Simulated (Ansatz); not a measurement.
## Band-structure calculation of ZnO

The run: band-structure calculation of ZnO (2 atoms in the cell). Method and program: DFT LDA, scalar-relativistic, plane waves, PAW, no spin polarisation (Ansatz 0.2.0).

The structure was made by a generator, so it may or may not be a known phase. Figures and captions count atoms from 1; the log counts them from 0 in places.

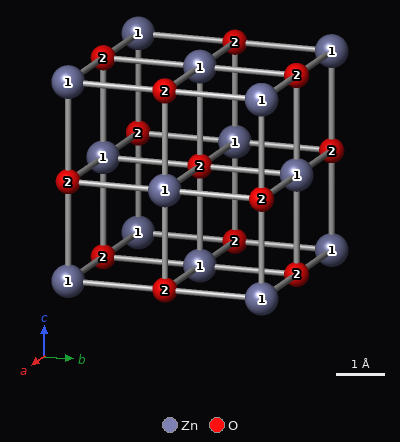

Figure 1. The input geometry (ball-and-stick view of the cell 4 times as large as that of the calculation, set on its symmetry axes, seen slightly off an axis; atoms are numbered from 1 in the order of the input). Near neighbours in the crystal (not all of them lie inside the picture): Zn has 6 O at 2.16 Å; O has 6 Zn at 2.16 Å.

## The input
```yaml
crystal:
  lattice:
    - [0.0, 2.1648613428, 2.1648613428]
    - [2.1648613428, 0.0, 2.1648613428]
    - [2.1648613428, 2.1648613428, 0.0]
  atoms:
    - { symbol: Zn, position: [0.0, 0.0, 0.0] }
    - { symbol: O, position: [0.5, 0.5, 0.5] }
basis:
  ecutwfc: 420
kpoints:
  mp_grid: { grid: [12, 12, 12] }
  band_path:
    path:
      - [[0.0, 0.0, 0.0], [0.5, 0.0, 0.5], [0.625, 0.25, 0.625]]
      - [[0.375, 0.375, 0.75], [0.0, 0.0, 0.0], [0.5, 0.5, 0.5], [0.5, 0.25, 0.75], [0.5, 0.0, 0.5]]
    npoints: 14
hamiltonian:
  xc: lda
scf:
  occupations: { method: gaussian, width: 0.02 }
  n_extra_bands: 6
output:
  forces: true
  stress: true
  eigenvalues: true
  populations: true
  dos: { projected: true, de: 0.02, nscf_kmesh: { grid: [18, 18, 18] } }
  bader: true
  write_density: true
  write_potential: true
  elf: true
  volumetric_format: npy
```

Hardware: 1 thread of Arm Neoverse V2, 24 GiB of memory available, shared host.

Run as:
```bash
ansatz run input.yaml --threads 1 --pin off --max-ram 2560MiB --backend cpu --events-out ev --progress --plain --runs-dir out
```

## The program's output
```
scf.n_extra_bands = 6 over 9 filled bands (N_el = 18.0): the run solves 15 bands
Engine: ansatz 0.2.0, aarch64-unknown-linux-gnu
Pseudopotentials: kind: paw
Pseudopotential: Zn, paw, valence charge 12, recommended cutoff 420 eV (normal), Zn.paw.azcp
Pseudopotential: O, paw, valence charge 6, recommended cutoff 420 eV (normal), O.paw.azcp
Functional definition: SPW92
  exchange = slater_x
  correlation = pw_c
Crystal: 2 atoms, lattice volume = 20.292 Å³
Basis set: ecut = 420 eV, 411 PW (Γ)
Bands: 15, of which v1, the nominal top of the filled ones, is band 9 counted from 1 (8 counted from 0)
Symmetry: 48 space group operations
Space group: Fm-3m (ITA 225), of the structure as read, at distance tolerance 2.7e-5 Å
k-points: 72 of 1728
Non-local potential: Zn, projectors of the file, l = 0: 2, l = 1: 2, l = 2: 3, l = 3: 1
Non-local potential: O, projectors of the file, l = 0: 2, l = 1: 2, l = 2: 1
PAW form: soft (Blöchl's): semilocal exchange-correlation on the pseudo side does not see the compensation charge
PAW frozen core: Zn, regenerated for the run's functional, and the local potential with it (the file was generated under x = pbe(κ = 0.804, μ = 0.2195149727645171), c = pbe(β = 0.06672455060314922))
PAW frozen core: O, regenerated for the run's functional, and the local potential with it (the file was generated under x = pbe(κ = 0.804, μ = 0.2195149727645171), c = pbe(β = 0.06672455060314922))
PAW one-centre angular grid: Zn, 590 points (default); XC on 64 Gauss nodes
PAW one-centre angular grid: O, 110 points (default); XC on 64 Gauss nodes
Initial density: superposition of atomic densities (neutral atoms: chi_scale 0, normalization atom), corrected by the library's trained network
Initial wavefunctions: pseudopotential atomic-orbital guess
Functional: x = slater, c = lda
SCF iter   1: F=—  HF=-3801.691061 eV  |F-HF|=—  |Δ(HF+E_count)|=         —  Δρ=1.89e-2  dr2=6.23e-2  ethr=1.77e-3  ⟨swp⟩=5.1  Hψ=5485  notcnv=0
preconditioner: auto → none  [insulator: Δε(μ)=0.561 eV  Ē_g=18.919 eV  σ=0.020 eV  W_gap=1.00  n_scr=8 (ndim 8)  ℏωp=35.0 eV  f_vac=0.000  D(μ)=0.00/eV (n_scr^D=0)  ε∞_Penn≈4.4]
SCF iter   2: F=—  HF=-3801.677108 eV  |F-HF|=—  |Δ(HF+E_count)|=   1.40e-2  Δρ=6.85e-3  dr2=1.06e-2  ethr=3.46e-4  ⟨swp⟩=2.0  Hψ=1958  notcnv=0  defer=100
SCF iter   3: F=—  HF=-3801.674949 eV  |F-HF|=—  |Δ(HF+E_count)|=   2.16e-3  Δρ=3.79e-3  dr2=1.27e-3  ethr=5.89e-5  ⟨swp⟩=2.1  Hψ=1735  notcnv=0  defer=108
SCF iter   4: F=—  HF=-3801.674197 eV  |F-HF|=—  |Δ(HF+E_count)|=   7.51e-4  Δρ=7.56e-4  dr2=4.28e-5  ethr=7.04e-6  ⟨swp⟩=2.0  Hψ=2058  notcnv=0  defer=108
SCF iter   5: F=—  HF=-3801.674190 eV  |F-HF|=—  |Δ(HF+E_count)|=   7.85e-6  Δρ=8.85e-5  dr2=6.68e-7  ethr=2.38e-7  ⟨swp⟩=2.4  Hψ=1642  notcnv=0  defer=108
SCF iter   6: F=-3801.674190 eV  HF=-3801.674190 eV  |F-HF|=2.97e-8  |Δ(HF+E_count)|=   2.33e-8  Δρ=1.46e-5  dr2=3.19e-8  ethr=5.56e-10  ⟨swp⟩=10.4  Hψ=7081  notcnv=0
SCF 1 converged in 6 iterations: F = -3801.674190 eV  dr2 = 3.19e-8
  greatest PAW one-centre occupation: 0.993 electrons in one spin orbital (limit 2), on the Zn atom at site 0 (counted from 0), in its partial waves of l = 2
NSCF: frozen V_eff on 86 k-points
NSCF: frozen V_eff on 195 k-points
SCF converged after 6 iterations
Free energy (F): -3801.674190 eV
Harris-Foulkes:  -3801.674190 eV  (|F-HF|=2.97e-8)
Internal energy: -3801.674190 eV  (E = F + TS)
E sigma→0 (E₀):  -3801.674190 eV
Fermi energy:    9.369240 eV
--- Per-component energies (eV) ---
  E_band       = 63.877987
  E_kinetic    = 304.405512
  E_local      = -1740.365975  (includes V_loc(G=0)·N_el)
  E_nonlocal   = 673.529398
  E_hartree    = 708.305909
  E_xc         = -206.504066
  E_vxc        = -144.990134  (∫ρ·V_xc dr)
  E_paw        = -1909.422804  (= ΣΔE_a)
  E_vpaw       = -445.312582  (= ΣTr[D̂ρ^β])
  E_aug_tail   = 0.002095  (compensation charges beyond the density's cutoff)
  E_ewald      = -1633.278321
  E_core_change = 1.654063  (= ΣΔE_core)
  E_smearing   = -0.000000  (= −TS)
  E_closure    = -0.000000  (closes the sum)
  Σ components = -3801.674190   (vs F -3801.674190, Δ=0.00e0)
--- Forces (eV/Å), atoms counted from 1 ---
  atom   1  Zn    -0.00000000     0.00000000    -0.00000000
  atom   2  O      0.00000000    -0.00000000     0.00000000
  max |Σ_I F_I| component: 1.28e-29 eV/Å
--- Stress (GPa, compression-positive) ---
      -14.133234       0.000000       0.000000
        0.000000     -14.133234       0.000000
       -0.000000       0.000000     -14.133234
  P = ⅓ Tr σ = -14.1332 GPa (-141.332 kbar)
--- Band table (eV; the first three rows and the last of 72) ---
  k-point 0: bands = ["-9.0024", "4.0929", "4.0929", "4.0929", "4.2938", "4.2938", "7.7671", "7.7671", "7.7671", "9.7250", "26.5912", "26.5912", "26.5912", "26.9136", "27.6271"]
  k-point 1: bands = ["-8.9270", "4.0481", "4.0929", "4.0929", "4.2307", "4.2307", "7.1012", "7.8676", "7.8676", "10.4507", "24.2451", "25.9607", "25.9607", "27.2467", "27.8538"]
  k-point 2: bands = ["-8.7130", "3.8482", "3.9482", "3.9482", "4.2237", "4.2237", "6.1323", "8.1212", "8.1212", "11.6521", "21.9487", "24.6835", "24.6835", "27.1580", "28.4696"]
  k-point 71: bands = ["-7.4563", "3.4384", "3.5218", "3.5218", "4.5942", "4.7940", "5.6531", "5.6531", "6.8788", "15.4502", "19.2019", "19.2019", "20.6473", "29.4665", "29.4665"]
--- Löwdin populations: 2 sites ---
  site symbol       q [e]
     0     Zn     10.6267
     1      O      7.2013
  spilling = 0.009556 (of n_electrons = 18.000000)
--- Bader charges: 2 sites ---
  site symbol  charge [e]  shift [e]
     0     Zn      1.2254     0.0041
     1      O     -1.2254     0.0041
  estimated error of the sums over rays = 3.4e-4 e
```

## File bader_charges.tsv
```
# site	symbol	x_ang	y_ang	z_ang	partial_charge_e	electrons	volume_ang3	relative_density_drop	shared_charge_e	partial_wave_shift_e
# quadrature_error_electrons = 3.4e-4
0	Zn	0.0000	0.0000	0.0000	1.22536	28.77464	9.16	-	1.22536	0.00408
1	O	2.1649	2.1649	2.1649	-1.22536	9.22536	11.13	-	-1.22536	0.00408
```

## File populations.tsv
```
# site	symbol	l	j	q
# orbitals = lowdin
# n_electrons = 18.000000
# spilling = 0.009556
0	Zn	0_4S	-	0.640201
0	Zn	2_3D	-	9.986464
1	O	0_2S	-	1.893103
1	O	1_2P	-	5.308219
```

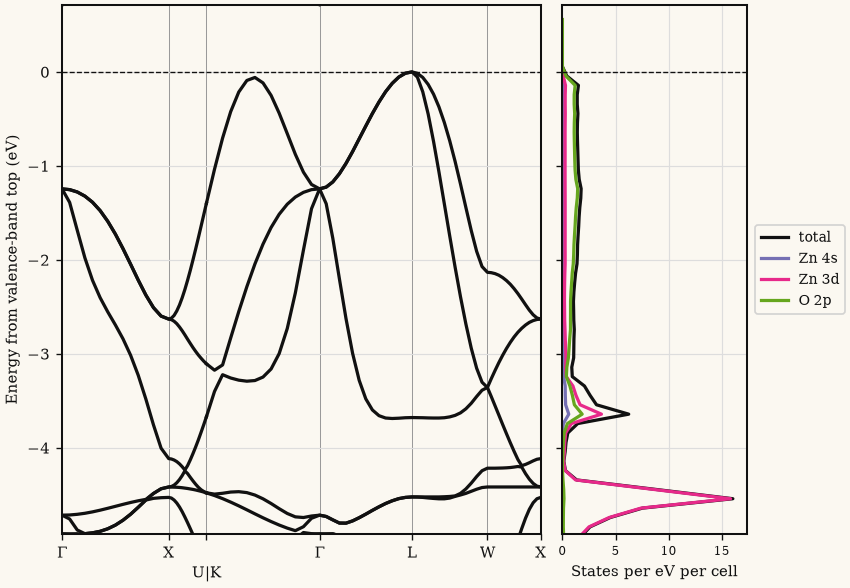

Figure 2. Band structure along Γ–X–U|K–Γ–L–W–X and density of states (projected on Löwdin-orthogonalised atomic shells), with energies from the valence-band top. There is a gap of 0.71 eV on this path, indirect, from L to Γ.

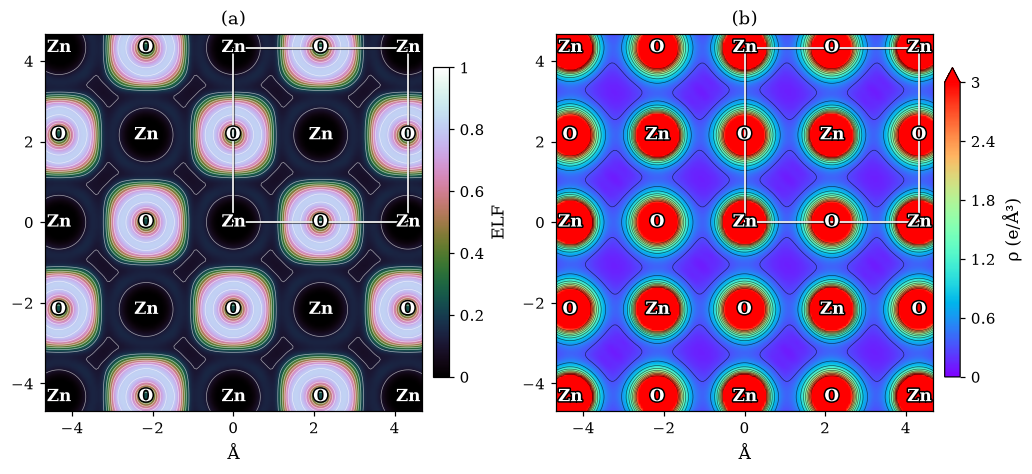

Figure 3. (a) ELF; (b) valence charge density (pseudo) on the (001) plane of the conventional cell. The plane passes through Zn and O nuclei. Zn–O (2.16 Å): the density is about 0.39 e/Å³ at the midpoint; the ELF is about 0.20 at the midpoint. Away from the nuclei the density in this plane falls to 0.11 e/Å³ at its lowest. The fields are those of the smooth PAW valence density.

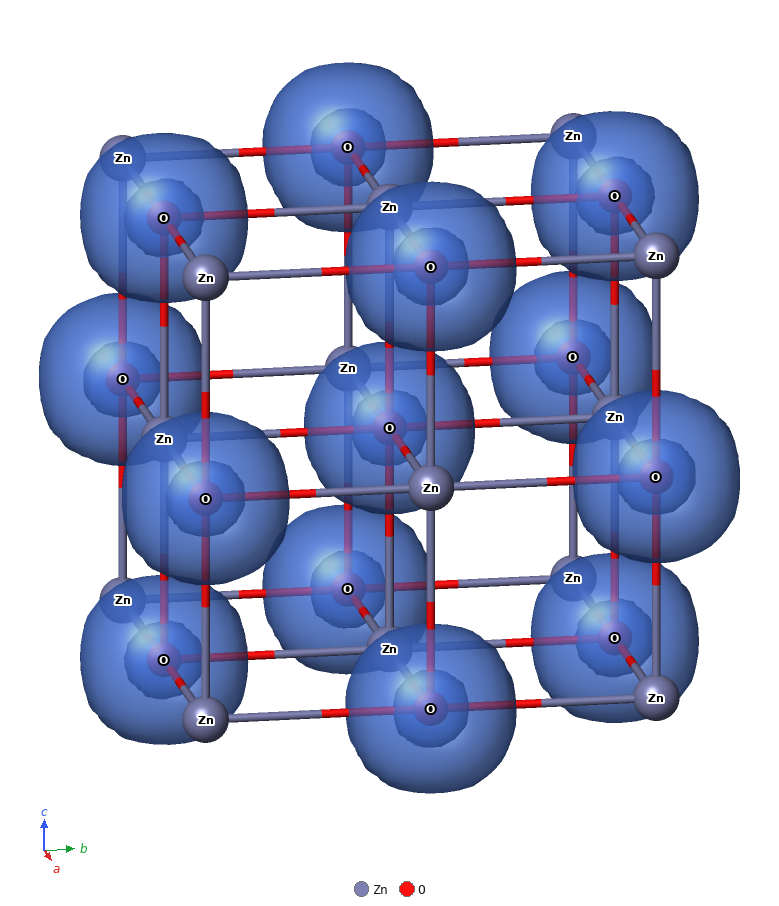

Figure 4. Isosurface of the electron localisation function at 0.7 (blue), seen slightly off an axis. Core shells and regions of very low density are left out. Sticks mark near contacts. The outline is the cell set on symmetry axes. Values along the shortest contacts: Zn–O (2.16 Å): the ELF is about 0.20 at the midpoint.

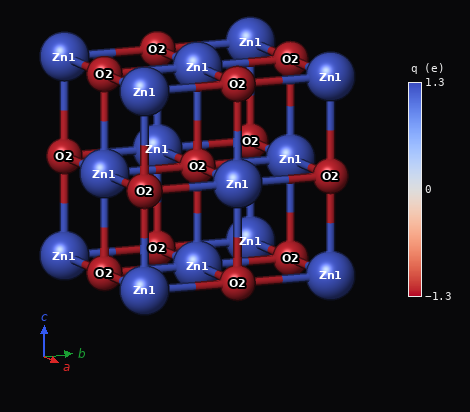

Figure 5. Bader charges, as the colour of each atom (ball-and-stick view of the cell 4 times as large as that of the calculation, set on its symmetry axes, seen slightly off an axis; atoms are numbered from 1 in the order of the input). By element: Zn +1.23 and O −1.23 e.

## Key numbers

- outcome: converged
- space group (tolerance 0.01 Å): Fm-3m (225)
- electrons treated: 18
- free energy: −3801.6742 eV
- Fermi energy: 9.369 eV
- gap on the k-point mesh: 0.71 eV
- gap on the band path: 0.71 eV
- pressure: −14.13 GPa
- largest force (length of the vector): under 0.001 eV/Å
- wall time: 13 s
- peak memory: 0.29 GiB

## Notes

The cell is under a tension of 14.1 GPa at this level, so it is not at its equilibrium volume.
